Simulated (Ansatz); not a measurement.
The structure in question:

```cif
data_structure
_symmetry_space_group_name_H-M 'P 1'
_symmetry_Int_Tables_number 1
_cell_length_a 4.8682
_cell_length_b 7.9093
_cell_length_c 2.7402
_cell_angle_alpha 90.000
_cell_angle_beta 90.000
_cell_angle_gamma 90.000
_cell_volume 105.51
loop_
_atom_site_label
_atom_site_type_symbol
_atom_site_fract_x
_atom_site_fract_y
_atom_site_fract_z
_atom_site_occupancy
Se1 Se 0.67408 0.40105 0.26384 1
Se2 Se 0.82592 0.90105 0.73616 1
Se3 Se 0.32592 0.59895 0.26384 1
Se4 Se 0.17408 0.09895 0.73616 1
```

Q: Before looking at a picture, describe the arrangement of atoms.

A: The element is selenium. The atoms follow space group P2_12_12 (No. 18); the Bravais lattice is primitive orthorhombic. The cell holds four atoms. Within bonding distance, the neighbour counts come to Se 3.

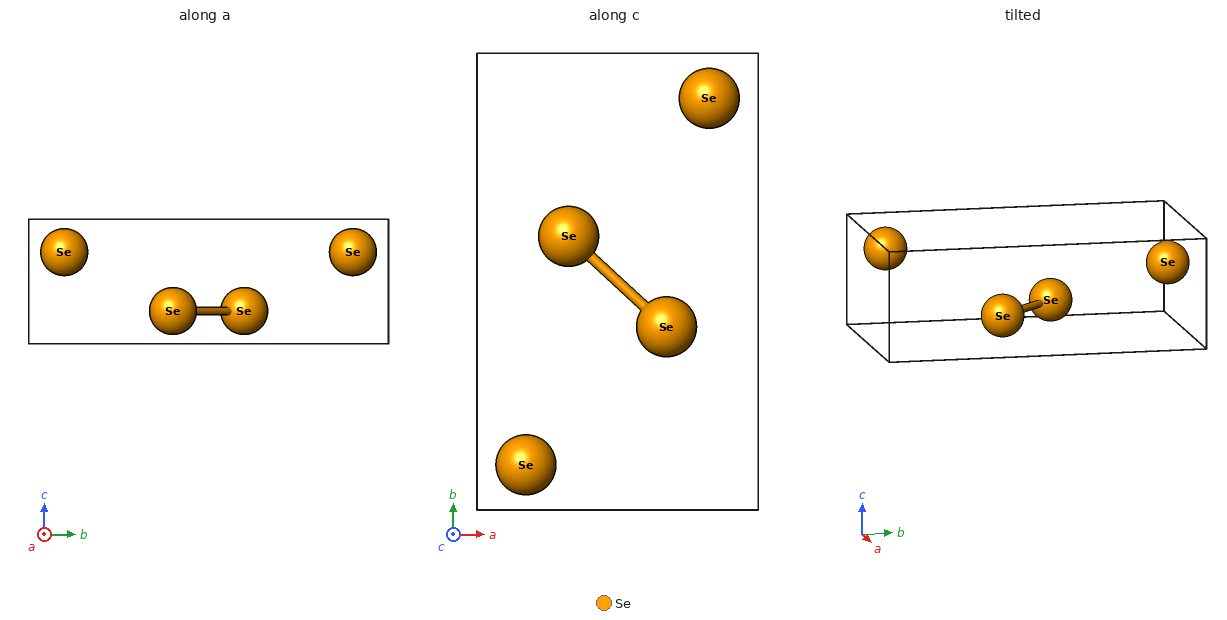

The crystal in a ball-and-stick representation, seen along the a axis, along the c axis and slightly off an axis. The outline marks the conventional unit cell. Colours: selenium orange.

The structure comes from a structure listed in the Materials Project. Earlier steps of the study may have refined or changed the cell and positions. Ansatz was used for an electronic-structure calculation on it.
